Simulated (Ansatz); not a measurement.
# What a change does: single-point calculation on Al2Ru

System: Al2Ru (Fddd, 6 atoms in the cell).
Method of run A: DFT r2SCAN, scalar-relativistic, plane waves, PAW, no spin polarisation (Ansatz 0.2.0).

The structure derives from a Materials Project entry. Text and figures count atoms from 1; the logs count them from 0 in places.

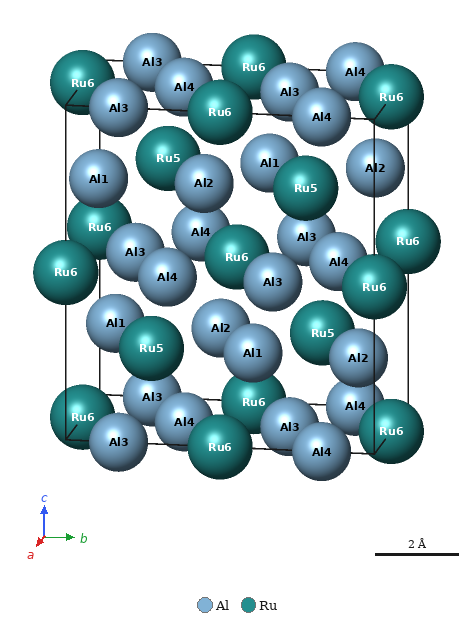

The input geometry (spheres-only view of the cell 4 times as large as that of the calculation, set on its symmetry axes, seen slightly off an axis; atoms are numbered from 1 in the order of the input). An atom can appear more than once, as a periodic image.

**The input, run A**
```yaml
crystal:
  lattice:
    - [0.0, 3.7900316501, 4.1718819299]
    - [2.2356935156, 0.0, 4.1718819299]
    - [2.2356935156, 3.7900316501, 0.0]
  atoms:
    - { symbol: Al, position: [0.0790459565, 0.4209540435, 0.0790459565] }
    - { symbol: Al, position: [0.4209540435, 0.0790459565, 0.4209540435] }
    - { symbol: Al, position: [0.1709540435, 0.8290459565, 0.1709540435] }
    - { symbol: Al, position: [0.8290459565, 0.1709540435, 0.8290459565] }
    - { symbol: Ru, position: [0.75, 0.75, 0.75] }
    - { symbol: Ru, position: [0.5, 0.5, 0.5] }
basis:
  ecutwfc: 500
kpoints:
  mp_grid: { grid: [10, 10, 10] }
hamiltonian:
  xc: r2scan
scf:
  occupations: { method: gaussian, width: 0.03 }
output:
  forces: true
  stress: true
  eigenvalues: true
```

Launched with:
```bash
ansatz run input.yaml --threads 2 --pin off --max-ram 5120MiB --backend cpu --events-out ev --progress --plain --runs-dir out
```

Hardware: 2 threads of Intel Xeon (Granite Rapids), 144 GiB of memory available, shared host.

**Output, shortened to warnings, some set-up lines, iterations and results (run A)**
```
Basis set: ecut = 500 eV, 1787 PW (Γ), exchange–correlation on 180×144×144 points (64 copies of the dense FFT grid, shifted against one another)
Symmetry: 8 space group operations
k-points: 171 of 1000
Initial density: superposition of atomic densities (neutral atoms: chi_scale 0, normalization atom), corrected by the library's trained network
[...]
SCF iter   1: F=—  HF=-13946.326804 eV  |F-HF|=—  |Δ(HF+E_count)|=         —  Δρ=7.58e-3  dr2=3.07e-2  dr2_τ=9.50e-2  ethr=1.77e-3  ⟨swp⟩=7.5  Hψ=24246  notcnv=0  defer=1
SCF iter   2: F=—  HF=-13946.400399 eV  |F-HF|=—  |Δ(HF+E_count)|=   7.36e-2  Δρ=5.58e-3  dr2=2.07e-2  dr2_τ=1.72e-3  ethr=6.97e-5  ⟨swp⟩=2.2  Hψ=9367  notcnv=0  defer=244
SCF iter   3: F=—  HF=-13946.401375 eV  |F-HF|=—  |Δ(HF+E_count)|=   9.76e-4  Δρ=4.04e-3  dr2=1.81e-2  dr2_τ=1.80e-3  ethr=4.71e-5  ⟨swp⟩=3.0  Hψ=9171  notcnv=0  defer=73
SCF iter   4: F=—  HF=-13946.398446 eV  |F-HF|=—  |Δ(HF+E_count)|=   2.93e-3  Δρ=5.92e-4  dr2=1.22e-4  dr2_τ=9.43e-6  ethr=4.12e-5  ⟨swp⟩=2.0  Hψ=6949  notcnv=0  defer=73
SCF iter   5: F=—  HF=-13946.398487 eV  |F-HF|=—  |Δ(HF+E_count)|=   4.10e-5  Δρ=2.27e-4  dr2=1.66e-5  dr2_τ=1.55e-6  ethr=2.78e-7  ⟨swp⟩=2.3  Hψ=7629  notcnv=0  defer=73
SCF iter   6: F=—  HF=-13946.398499 eV  |F-HF|=—  |Δ(HF+E_count)|=   1.27e-5  Δρ=3.40e-5  dr2=2.85e-7  dr2_τ=2.39e-8  ethr=3.78e-8  ⟨swp⟩=2.0  Hψ=8302  notcnv=0  defer=73
SCF iter   7: F=-13946.398500 eV  HF=-13946.398500 eV  |F-HF|=2.99e-9  |Δ(HF+E_count)|=   2.92e-7  Δρ=3.70e-6  dr2=4.66e-9  dr2_τ=1.09e-9  ethr=2.27e-10  ⟨swp⟩=6.7  Hψ=19188  …
SCF 1 converged in 7 iterations: F = -13946.398500 eV  dr2 = 4.66e-9
SCF converged after 7 iterations
Free energy (F): -13946.398500 eV
Harris-Foulkes:  -13946.398500 eV  (|F-HF|=2.99e-9)
Internal energy: -13946.398500 eV  (E = F + TS)
E sigma→0 (E₀):  -13946.398500 eV
Fermi energy:    17.121808 eV
--- Per-component energies (eV) ---
  E_band       = -216.746690
  E_kinetic    = 1158.533580
  E_local      = -3926.294012  (includes V_loc(G=0)·N_el)
  E_nonlocal   = 730.463964
  E_hartree    = 1466.621016
  E_xc         = -530.722167
  E_vxc        = -681.041668  (∫ρ·V_xc dr)
  E_paw        = -8855.226918  (= ΣΔE_a)
  E_vpaw       = -475.948809  (= ΣTr[D̂ρ^β])
  E_aug_tail   = 0.000177  (compensation charges beyond the density's cutoff)
  E_vtau       = 44.299862  (kinetic-family band-sum trace: ∫τ·v_τ [+ j·A + Jᵃ·Aᵃ] dr)
  E_ewald      = -3988.911796
  E_core_change = -0.862343  (= ΣΔE_core)
  E_smearing   = -0.000000  (= −TS)
  E_closure    = -0.000000  (closes the sum)
  Σ components = -13946.398500   (vs F -13946.398500, Δ=0.00e0)
--- Forces (eV/Å), atoms counted from 1 ---
  atom   1  Al     0.00000000     0.25622277    -0.00000000
  atom   2  Al     0.00000000    -0.25622277    -0.00000000
  atom   3  Al     0.00000000    -0.25622277     0.00000000
  atom   4  Al     0.00000000     0.25622277     0.00000000
  atom   5  Ru     0.00000000    -0.00000000     0.00000000
  atom   6  Ru    -0.00000000     0.00000000    -0.00000000
  max |Σ_I F_I| component: 1.11e-16 eV/Å
--- Stress (GPa, compression-positive) ---
       40.550769      -0.000000       0.000000
       -0.000000      36.330067       0.000000
        0.000000       0.000000      41.831074
  P = ⅓ Tr σ = 39.5706 GPa (395.706 kbar)
```

The input of run B differs as follows (lines with − go, lines with + come):
```diff
-    - [0.0, 3.7900316501, 4.1718819299]
-    - [2.2356935156, 0.0, 4.1718819299]
+    - [0.0, 3.7900316501, 4.2816682965]
+    - [2.2356935156, 0.0, 4.2816682965]
```

Predict how the results change.

With the same functional and potentials, run B lies 64.3 meV per atom lower. The gap on the mesh goes from 0.20 to 0.04 eV. The pressure goes from 39.57 to 30.96 GPa. The largest force goes from 0.256 to 0.288 eV/Å. The volume per atom goes from 11.78 to 12.09 Å³. The number of SCF iterations is the same. The plane waves at Γ go from 1787 to 1839.

**Output, shortened to warnings, some set-up lines, iterations and results (run B)**
```
Basis set: ecut = 500 eV, 1839 PW (Γ), exchange–correlation on 180×144×144 points (64 copies of the dense FFT grid, shifted against one another)
Symmetry: 8 space group operations
k-points: 171 of 1000
Initial density: superposition of atomic densities (neutral atoms: chi_scale 0, normalization atom), corrected by the library's trained network
[...]
SCF iter   1: F=—  HF=-13946.717789 eV  |F-HF|=—  |Δ(HF+E_count)|=         —  Δρ=7.28e-3  dr2=2.77e-2  dr2_τ=8.49e-2  ethr=1.77e-3  ⟨swp⟩=7.5  Hψ=24140  notcnv=0  defer=1
SCF iter   2: F=—  HF=-13946.785743 eV  |F-HF|=—  |Δ(HF+E_count)|=   6.80e-2  Δρ=4.94e-3  dr2=1.53e-2  dr2_τ=1.15e-3  ethr=6.30e-5  ⟨swp⟩=2.1  Hψ=9349  notcnv=0  defer=238
SCF iter   3: F=—  HF=-13946.789377 eV  |F-HF|=—  |Δ(HF+E_count)|=   3.63e-3  Δρ=4.85e-3  dr2=2.79e-2  dr2_τ=2.53e-3  ethr=3.48e-5  ⟨swp⟩=2.0  Hψ=8739  notcnv=0  defer=67
SCF iter   4: F=—  HF=-13946.784524 eV  |F-HF|=—  |Δ(HF+E_count)|=   4.85e-3  Δρ=5.64e-4  dr2=1.27e-4  dr2_τ=9.07e-6  ethr=3.48e-5  ⟨swp⟩=2.0  Hψ=7321  notcnv=0  defer=67
SCF iter   5: F=—  HF=-13946.784551 eV  |F-HF|=—  |Δ(HF+E_count)|=   2.68e-5  Δρ=2.23e-4  dr2=1.58e-5  dr2_τ=1.63e-6  ethr=2.88e-7  ⟨swp⟩=2.6  Hψ=8024  notcnv=0  defer=67
SCF iter   6: F=—  HF=-13946.784564 eV  |F-HF|=—  |Δ(HF+E_count)|=   1.30e-5  Δρ=3.18e-5  dr2=2.66e-7  dr2_τ=2.27e-8  ethr=3.59e-8  ⟨swp⟩=2.4  Hψ=7679  notcnv=0  defer=67
SCF iter   7: F=-13946.784564 eV  HF=-13946.784564 eV  |F-HF|=1.67e-9  |Δ(HF+E_count)|=   3.11e-7  Δρ=4.26e-6  dr2=7.38e-9  dr2_τ=1.95e-9  ethr=2.27e-10  ⟨swp⟩=6.2  Hψ=18300  …
SCF 1 converged in 7 iterations: F = -13946.784564 eV  dr2 = 7.38e-9
SCF converged after 7 iterations
Free energy (F): -13946.784564 eV
Harris-Foulkes:  -13946.784564 eV  (|F-HF|=1.67e-9)
Internal energy: -13946.784531 eV  (E = F + TS)
E sigma→0 (E₀):  -13946.784548 eV
Entropy (-TS):   -0.000033 eV (-0.005 meV/atom)
Fermi energy:    16.651587 eV
--- Per-component energies (eV) ---
  E_band       = -235.471314
  E_kinetic    = 1153.975453
  E_local      = -3966.011448  (includes V_loc(G=0)·N_el)
  E_nonlocal   = 729.362434
  E_hartree    = 1478.486867
  E_xc         = -529.022980
  E_vxc        = -678.661077  (∫ρ·V_xc dr)
  E_paw        = -8854.613849  (= ΣΔE_a)
  E_vpaw       = -475.293982  (= ΣTr[D̂ρ^β])
  E_aug_tail   = 0.000175  (compensation charges beyond the density's cutoff)
  E_vtau       = 44.187616  (kinetic-family band-sum trace: ∫τ·v_τ [+ j·A + Jᵃ·Aᵃ] dr)
  E_ewald      = -3958.098838
  E_core_change = -0.862343  (= ΣΔE_core)
  E_smearing   = -0.000033  (= −TS)
  E_closure    = -0.000000  (closes the sum)
  Σ components = -13946.784564   (vs F -13946.784564, Δ=0.00e0)
--- Forces (eV/Å), atoms counted from 1 ---
  atom   1  Al     0.00000000     0.28791936    -0.00000000
  atom   2  Al     0.00000000    -0.28791936    -0.00000000
  atom   3  Al     0.00000000    -0.28791936     0.00000000
  atom   4  Al     0.00000000     0.28791936     0.00000000
  atom   5  Ru     0.00000000    -0.00000000     0.00000000
  atom   6  Ru     0.00000000     0.00000000    -0.00000000
  max |Σ_I F_I| component: 0.00e0 eV/Å
--- Stress (GPa, compression-positive) ---
       35.414925      -0.000000       0.000000
       -0.000000      32.312567       0.000000
        0.000000       0.000000      25.160500
  P = ⅓ Tr σ = 30.9627 GPa (309.627 kbar)
```

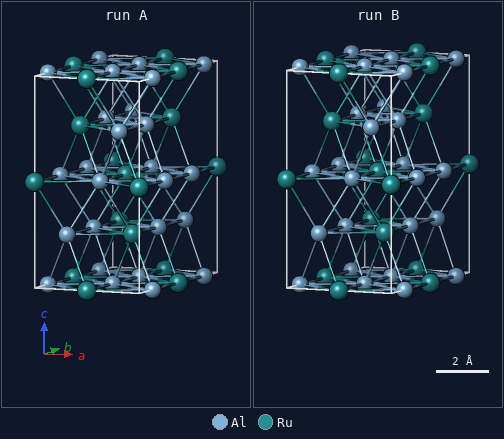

The two input geometries at one scale (ball-and-stick view of the cell 4 times as large as that of the calculation, set on its symmetry axes, seen slightly off an axis). The atoms keep their places relative to the cell (all moves are under 0.005 Å). The volume changes by +2.6 %, with a stays at 4.471 Å, b stays at 7.580 Å, c 8.344 → 8.563 Å (+2.6 %). Among the contacts that change: Al–Ru 2.441 → 2.488 Å, Al–Al 2.467 → 2.514 Å.

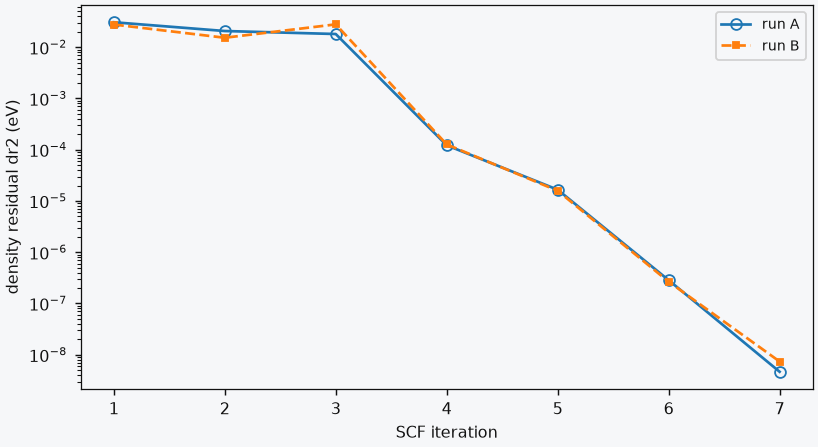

Convergence of the two runs: density residual dr2 against the SCF iteration. Run A takes 7 iterations in all, and run B takes 7.

**The two runs side by side**

| quantity | run A | run B |
| --- | --- | --- |
| outcome | converged | converged |
| free energy per atom (eV) | −2324.3997 | −2324.4641 |
| gap on the mesh (eV) | 0.20 | 0.04 |
| pressure (GPa) | 39.57 | 30.96 |
| volume per atom (Å³) | 11.78 | 12.09 |
| largest force (eV/Å) | 0.256 | 0.288 |
| SCF iterations | 7 | 7 |
| irreducible k-points | 171 | 171 |
| plane waves at Γ | 1787 | 1839 |
| wall time (shared host) | 11 s | 11 s |

For run A: The cell is under a pressure of 40 GPa at this level, so it is not at its equilibrium volume. For run B: The cell is under a pressure of 31 GPa at this level, so it is not at its equilibrium volume.
